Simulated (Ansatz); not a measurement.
```
CELL_PARAMETERS angstrom
2.51968 0.00000 0.00000
0.00000 2.51968 0.00000
0.00000 0.00000 24.12674
ATOMIC_POSITIONS crystal
Cu 0.50000 0.50000 0.35231
Cu 0.00000 0.00000 0.42615
Cu 0.50000 0.50000 0.50004
Cu 0.00000 0.00000 0.57409
Cu 0.50000 0.50000 0.64555
```

Computed without spin polarisation.

Theory: DFT PBEsol, scalar-relativistic, plane waves, PAW (Ansatz 0.2.0).

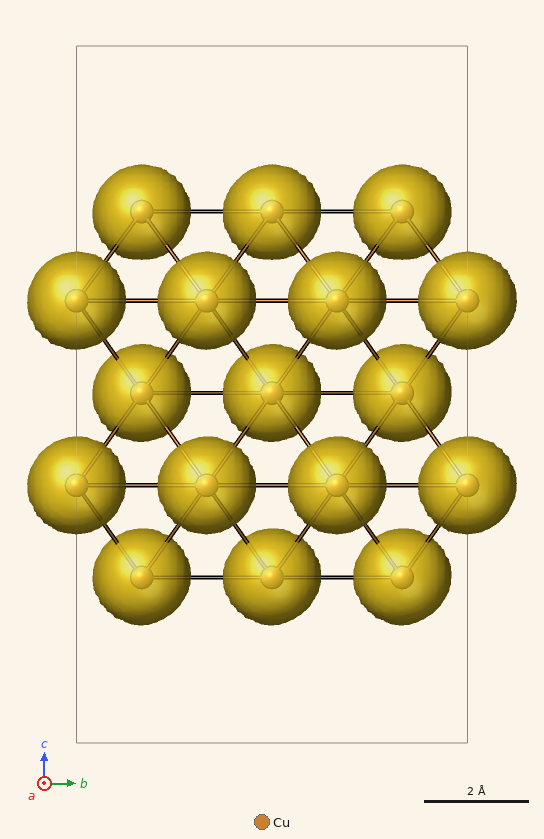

Cu (slab). Isosurface of the valence electron density at 0.5 e/Å³ (yellow), seen along the a axis. Sticks mark near contacts.

Question: What does this surface tell about the bonding?

Answer: At this value the density breaks into separate islands; it holds about 90 % of the electrons treated as valence (semicore included). It bridges none of the near contacts. It is pinched off along the shortest Cu–Cu (2.48 Å) and Cu–Cu (2.52 Å) contacts. On the grid the lowest density along these lines, outside the cores, is 0.31 e/Å³ (Cu–Cu, 2.48 Å) and 0.29 e/Å³ (Cu–Cu, 2.52 Å).

Question: Metal or insulator at this level of theory?

Answer: It is gapless in this calculation (a metal or semimetal).
